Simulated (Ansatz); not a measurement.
# SnO: a changed input and its effect

System: SnO (4 atoms in the cell).
Method of the first run: Kohn-Sham DFT of a periodic cell, PBE, Ansatz PAW, no spin polarisation (Ansatz 0.2.0).

The structure derives from a Materials Project entry. Text and figures count atoms from 1; the logs count them from 0 in places.

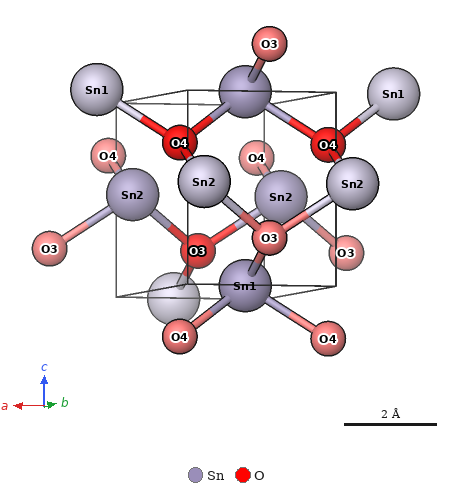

Figure 1. The input geometry (ball-and-stick view of the cell of the calculation, seen at an oblique angle; neighbours outside the cell are drawn fainter; atoms are numbered from 1 in the order of the input).

**The input, the first run**
```yaml
crystal:
  lattice:
    - [3.355005, 0.0, 0.0]
    - [0.0, 5.674104, 0.0]
    - [0.0, 0.0, 4.22197]
  atoms:
    - { symbol: Sn, position: [0.5, 0.768091, 0.013144] }
    - { symbol: Sn, position: [0.0, 0.231909, 0.513144] }
    - { symbol: O, position: [0.5, 0.10875, 0.236857] }
    - { symbol: O, position: [0.0, 0.89125, 0.736857] }
hamiltonian:
  xc: pbe
  pseudopotentials: { kind: paw }
kpoints:
  mp_grid: { grid: [8, 5, 6] }
scf:
  occupations: { method: fermi_dirac, width: 0.05 }
output:
  forces: true
  stress: true
  eigenvalues: true
```

Launched with:
```bash
ansatz run input.yaml --threads 2 --pin off --max-ram 5120MiB --backend cpu --events-out ev --progress --plain --runs-dir out
```

Hardware: 2 threads of Arm Neoverse V2, 24 GiB of memory available, shared host.

**Output, shortened to warnings, some set-up lines, iterations and results (the first run)**
```
Basis set: ecut = 420 eV, 1551 PW (Γ), exchange–correlation on 48×80×60 points (8 copies of the dense FFT grid, shifted against one another)
Symmetry: 4 space group operations
k-points: 60 of 240 (time reversal used)
Initial density: superposition of atomic densities (neutral atoms: chi_scale 0, normalization atom), corrected by the library's trained network
[...]
SCF iter   1: F=—  HF=-13183.128556 eV  |F-HF|=—  |Δ(HF+E_count)|=         —  Δρ=2.08e-3  dr2=4.93e-3  ethr=1.77e-3  ⟨swp⟩=6.1  Hψ=6735  notcnv=0
SCF iter   2: F=—  HF=-13183.128540 eV  |F-HF|=—  |Δ(HF+E_count)|=   1.58e-5  Δρ=9.66e-4  dr2=8.13e-4  ethr=1.23e-5  ⟨swp⟩=2.6  Hψ=2962  notcnv=0
SCF iter   3: F=—  HF=-13183.128754 eV  |F-HF|=—  |Δ(HF+E_count)|=   2.14e-4  Δρ=2.55e-4  dr2=7.30e-5  ethr=2.03e-6  ⟨swp⟩=2.2  Hψ=2022  notcnv=0
SCF iter   4: F=—  HF=-13183.128749 eV  |F-HF|=—  |Δ(HF+E_count)|=   4.94e-6  Δρ=6.54e-5  dr2=3.61e-6  ethr=1.83e-7  ⟨swp⟩=2.1  Hψ=2036  notcnv=0
SCF iter   5: F=—  HF=-13183.128753 eV  |F-HF|=—  |Δ(HF+E_count)|=   3.26e-6  Δρ=1.56e-5  dr2=2.09e-7  ethr=9.03e-9  ⟨swp⟩=2.6  Hψ=2432  notcnv=0
SCF iter   6: F=-13183.128753 eV  HF=-13183.128753 eV  |F-HF|=1.36e-8  |Δ(HF+E_count)|=   1.50e-7  Δρ=5.17e-6  dr2=1.92e-8  ethr=2.50e-10  ⟨swp⟩=6.5  Hψ=6460  notcnv=0
SCF 1 converged in 6 iterations: F = -13183.128753 eV  dr2 = 1.92e-8
SCF converged after 6 iterations
Free energy (F): -13183.128753 eV
Harris-Foulkes:  -13183.128753 eV  (|F-HF|=1.36e-8)
Internal energy: -13183.128753 eV  (E = F + TS)
E sigma→0 (E₀):  -13183.128753 eV
Entropy (-TS):   -0.000000 eV (-0.000 meV/atom)
Fermi energy:    8.042966 eV
--- Per-component energies (eV) ---
  E_band       = -254.539114
  E_kinetic    = 720.807740
  E_local      = -3020.797893  (includes V_loc(G=0)·N_el)
  E_nonlocal   = 31.774036
  E_hartree    = 1586.490625
  E_xc         = -911.990920
  E_vxc        = -379.111052  (∫ρ·V_xc dr)
  E_paw        = -8587.784989  (= ΣΔE_a)
  E_vpaw       = -780.197046  (= ΣTr[D̂ρ^β])
  E_aug_tail   = 0.004822  (compensation charges beyond the density's cutoff)
  E_ewald      = -3001.632174
  E_smearing   = -0.000000  (= −TS)
  E_closure    = -0.000000  (closes the sum)
  Σ components = -13183.128753   (vs F -13183.128753, Δ=0.00e0)
--- Forces (eV/Å), atoms counted from 1 ---
  atom   1  Sn     0.00000000     0.11287992    -0.02767791
  atom   2  Sn     0.00000000    -0.11287992    -0.02767791
  atom   3  O      0.00000000    -0.05817573     0.02771213
  atom   4  O      0.00000000     0.05817573     0.02771213
  max |Σ_I F_I| component: 6.84e-5 eV/Å
--- Stress (GPa, compression-positive) ---
        0.145694       0.000000       0.000000
        0.000000       0.442175       0.000000
        0.000000       0.000000       0.383856
  P = ⅓ Tr σ = 0.3239 GPa (3.239 kbar)
```

For the second run the input was changed thus:
```diff
-    - [3.355005, 0.0, 0.0]
-    - [0.0, 5.674104, 0.0]
-    - [0.0, 0.0, 4.22197]
+    - [3.4208061173, 0.0, 0.0]
+    - [0.0, 5.7853891942, 0.0]
+    - [0.0, 0.0, 4.3047747479]
```

How does the second run compare with the first run?

With the same functional and potentials, the second run lies 12.9 meV per atom higher. The gap on the mesh goes from 1.50 to 1.58 eV. The pressure goes from 0.32 to −3.55 GPa. The largest force goes from 0.116 to 0.853 eV/Å. The volume per atom goes from 20.09 to 21.30 Å³. The cell is scaled evenly with the atoms at fixed fractional positions, so −ΔP/Δ ln V estimates the bulk modulus midway between the two volumes: about 66 GPa. The SCF takes 7 iterations against 6. The plane waves at Γ go from 1551 to 1683.

**Output, shortened to warnings, some set-up lines, iterations and results (the second run)**
```
Basis set: ecut = 420 eV, 1683 PW (Γ), exchange–correlation on 48×80×60 points (8 copies of the dense FFT grid, shifted against one another)
Symmetry: 4 space group operations
k-points: 60 of 240 (time reversal used)
Initial density: superposition of atomic densities (neutral atoms: chi_scale 0, normalization atom), corrected by the library's trained network
[...]
SCF iter   1: F=—  HF=-13183.078181 eV  |F-HF|=—  |Δ(HF+E_count)|=         —  Δρ=2.11e-3  dr2=5.58e-3  ethr=1.77e-3  ⟨swp⟩=6.1  Hψ=6803  notcnv=0
SCF iter   2: F=—  HF=-13183.076994 eV  |F-HF|=—  |Δ(HF+E_count)|=   1.19e-3  Δρ=1.35e-3  dr2=1.27e-3  ethr=1.39e-5  ⟨swp⟩=2.1  Hψ=2981  notcnv=0
SCF iter   3: F=—  HF=-13183.077003 eV  |F-HF|=—  |Δ(HF+E_count)|=   8.93e-6  Δρ=6.01e-4  dr2=3.49e-4  ethr=3.19e-6  ⟨swp⟩=2.0  Hψ=1949  notcnv=0
SCF iter   4: F=—  HF=-13183.077101 eV  |F-HF|=—  |Δ(HF+E_count)|=   9.80e-5  Δρ=1.47e-4  dr2=2.05e-5  ethr=8.73e-7  ⟨swp⟩=2.2  Hψ=2019  notcnv=0
SCF iter   5: F=—  HF=-13183.077068 eV  |F-HF|=—  |Δ(HF+E_count)|=   3.24e-5  Δρ=6.06e-5  dr2=3.07e-6  ethr=5.13e-8  ⟨swp⟩=3.0  Hψ=2664  notcnv=0
SCF iter   6: F=—  HF=-13183.077071 eV  |F-HF|=—  |Δ(HF+E_count)|=   3.02e-6  Δρ=1.72e-5  dr2=1.96e-7  ethr=7.68e-9  ⟨swp⟩=2.0  Hψ=1920  notcnv=0
SCF iter   7: F=-13183.077072 eV  HF=-13183.077072 eV  |F-HF|=1.41e-8  |Δ(HF+E_count)|=   3.05e-7  Δρ=3.61e-6  dr2=8.32e-9  ethr=2.50e-10  ⟨swp⟩=6.2  Hψ=6049  notcnv=0
SCF 1 converged in 7 iterations: F = -13183.077072 eV  dr2 = 8.32e-9
SCF converged after 7 iterations
Free energy (F): -13183.077072 eV
Harris-Foulkes:  -13183.077072 eV  (|F-HF|=1.41e-8)
Internal energy: -13183.077072 eV  (E = F + TS)
E sigma→0 (E₀):  -13183.077072 eV
Fermi energy:    7.280852 eV
--- Per-component energies (eV) ---
  E_band       = -278.796972
  E_kinetic    = 717.350622
  E_local      = -3109.127116  (includes V_loc(G=0)·N_el)
  E_nonlocal   = 31.319445
  E_hartree    = 1619.003668
  E_xc         = -911.149892
  E_vxc        = -377.867856  (∫ρ·V_xc dr)
  E_paw        = -8586.584453  (= ΣΔE_a)
  E_vpaw       = -778.484934  (= ΣTr[D̂ρ^β])
  E_aug_tail   = 0.004755  (compensation charges beyond the density's cutoff)
  E_ewald      = -2943.894102
  E_smearing   = -0.000000  (= −TS)
  E_closure    = 0.000000  (closes the sum)
  Σ components = -13183.077072   (vs F -13183.077072, Δ=0.00e0)
--- Forces (eV/Å), atoms counted from 1 ---
  atom   1  Sn     0.00000000     0.81531869    -0.24960267
  atom   2  Sn    -0.00000000    -0.81531869    -0.24960267
  atom   3  O      0.00000000    -0.09856054     0.24960658
  atom   4  O      0.00000000     0.09856054     0.24960658
  max |Σ_I F_I| component: 7.82e-6 eV/Å
--- Stress (GPa, compression-positive) ---
       -4.240826       0.000000       0.000000
        0.000000      -3.628533       0.000000
        0.000000       0.000000      -2.770545
  P = ⅓ Tr σ = -3.5466 GPa (-35.466 kbar)
```

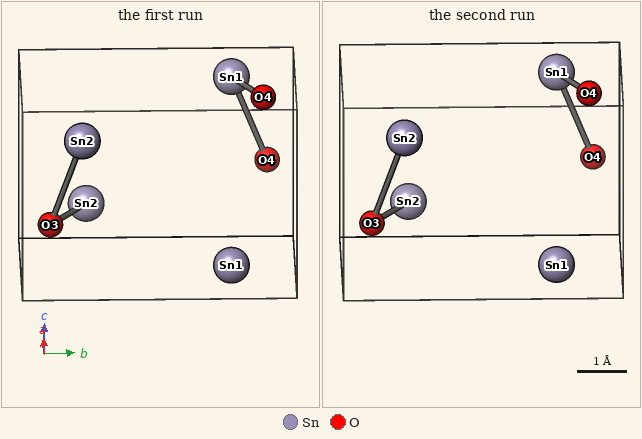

Figure 2. The two input geometries at one scale (ball-and-stick view of the cell of the calculation, seen at an oblique angle). No atom moves by more than 0.005 Å relative to the cell. The volume changes by +6.0 %, with a 3.355 → 3.421 Å (+2.0 %), b 5.674 → 5.785 Å (+2.0 %), c 4.222 → 4.305 Å (+2.0 %). Among the contacts that change: Sn1–O4 2.159 → 2.202 Å, Sn1–O3 2.151 → 2.194 Å.

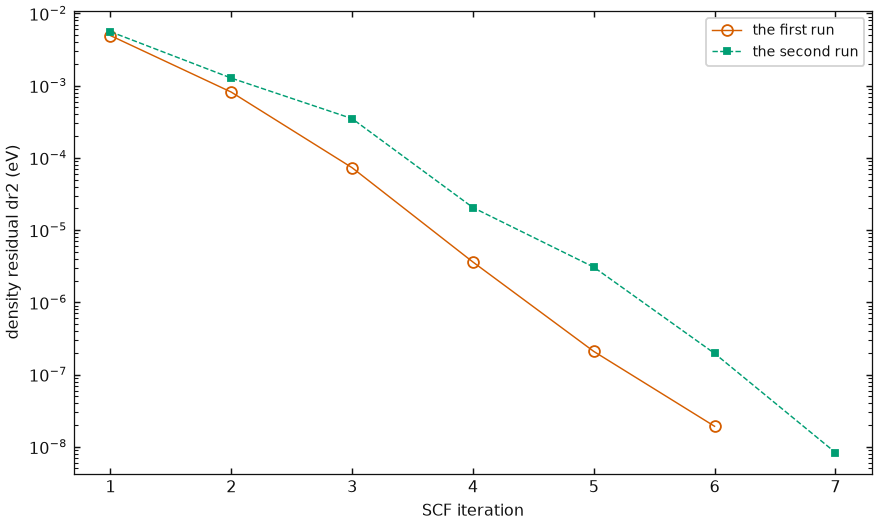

Figure 3. Convergence of the two runs: density residual dr2 against the SCF iteration. The first run takes 6 iterations in all, and the second run takes 7.

**The two runs side by side**

```tsv
quantity	the first run	the second run
outcome	converged	converged
free energy per atom (eV)	−3295.7822	−3295.7693
gap on the mesh (eV)	1.50	1.58
pressure (GPa)	0.32	−3.55
volume per atom (Å³)	20.09	21.30
largest force (eV/Å)	0.116	0.853
SCF iterations	6	7
irreducible k-points	60	60
plane waves at Γ	1551	1683
wall time (shared host)	3.7 s	4 s
```
